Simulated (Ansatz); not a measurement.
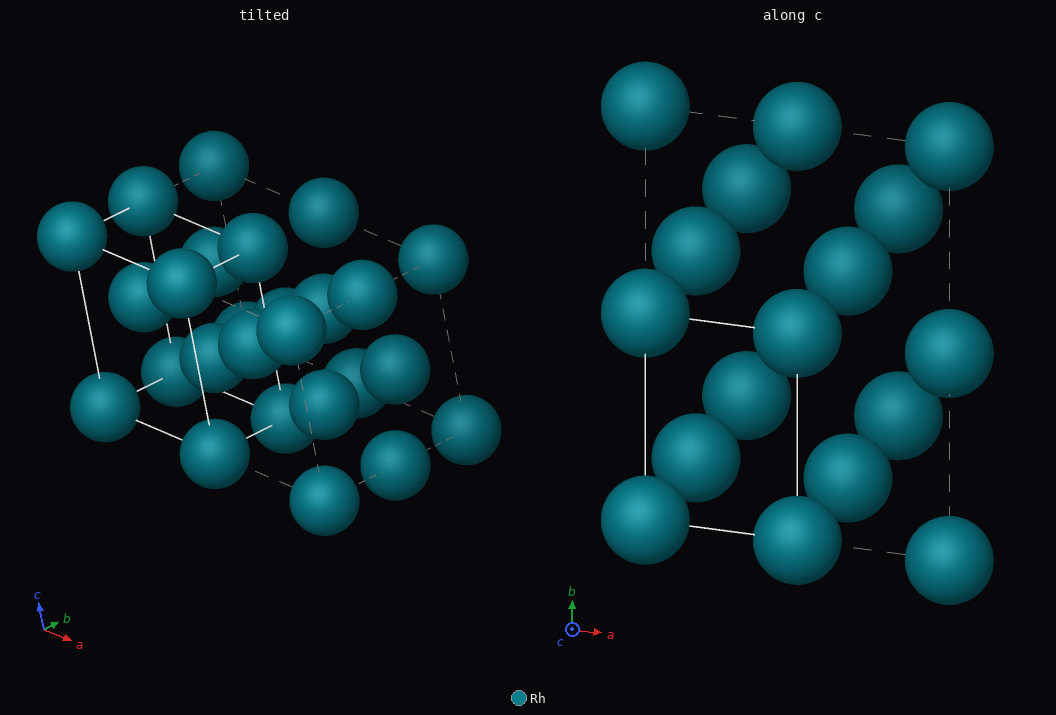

An orthographic spheres-only view of the structure, slightly off an axis and along the c axis. One unit cell is drawn solid; the view covers 2×2×1 cells. Cell: a = 2.773 Å, b = 3.932 Å, c = 4.605 Å, α = 113.45°, β = 105.48°, γ = 90.58°.

What can be read from this drawing?

- The element is rhodium.
- Strictly the space group is C2/m (No. 12, within 0.01 Å). It is a distorted form of a face-centred cubic structure, space group Fm-3m (No. 225) within 0.25 Å: face-centred cubic (Cu type).
- The cell holds three atoms.
- Rh is linked to twelve Rh in a cuboctahedral arrangement at about 2.7 to 2.8 Å.

Provenance: a structure listed in the Materials Project. The cell was then strained or its atoms displaced on purpose. It went into a calculation with Ansatz.

At this level of theory the run's own cell isn't at rest (stretched, at -9 GPa), so its distances can differ from those at equilibrium, the more so the softer the solid.
